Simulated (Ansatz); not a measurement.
## Electronic structure of Si53Ni (cell with a defect) in real space

Si53Ni (cell with a defect), 54 atoms, a = 11.60 Å, b = 11.60 Å, c = 11.60 Å, α = 60.00°, β = 60.00°, γ = 60.00°.

Spin-polarised.

These are results of Ansatz, DFT PBE, scalar-relativistic, plane waves, PAW, not measurements.

The density is the valence pseudo-density of a PAW calculation; it isn't the true density close to the nuclei.

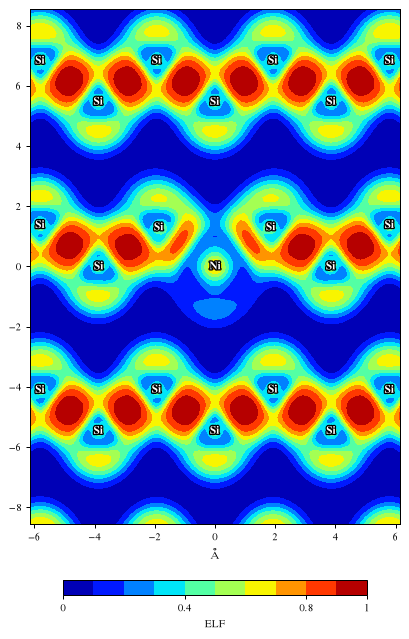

Figure 1. ELF on the (101̄) plane of the calculation cell.

Q: What do the fields say about this system?

A:
- The section cuts through Ni and Si sites.
- Si–Ni (2.27 Å): the ELF peaks at about 0.85 in the valence shell of Si, 0.9 Å from its nucleus, and is about 0.60 at the midpoint.
- Si–Si (2.38 Å): the ELF peaks at about 0.95 between the atoms.
- The features right at Ni lie inside the PAW spheres, where the map follows smoothed inner orbitals and isn't to be read closely.

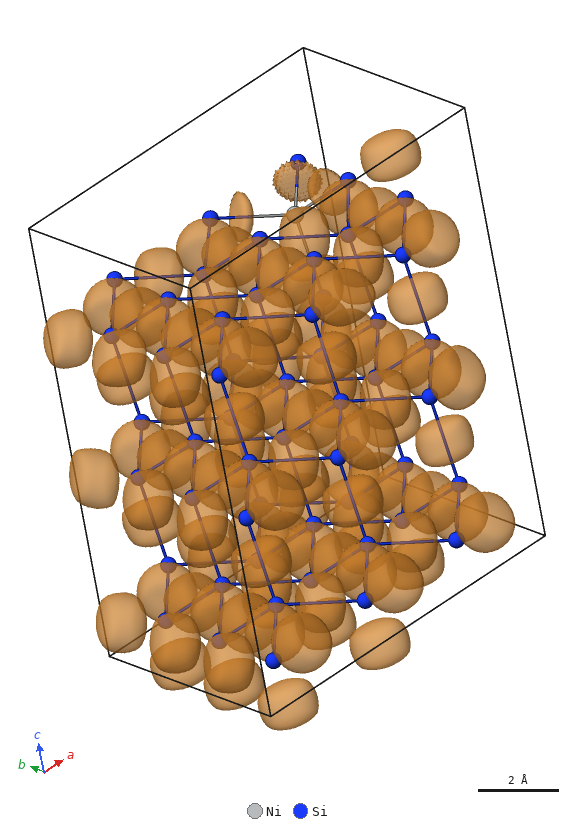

Figure 2. Isosurface of the electron localisation function at 0.75 (orange), seen slightly off an axis. Only the valence region is drawn (cores and ρ < 0.01 e/Å³ removed). Sticks mark near contacts.

Q: Where are the electrons localised?

A: The ELF exceeds this value in 104 regions between bonded Si–Si atoms and four lobes of the valence shell of Si pointing towards Ni (polar bonds), counted in one cell of 54 atoms. Any copies at cell faces, edges or corners count once. Profiles from the grid: Si–Si (2.37 Å): the ELF peaks at about 0.95 between the atoms.

Q: Does the calculation make it a metal, or give it a gap?

A: It is gapless in this calculation (a metal or semimetal).
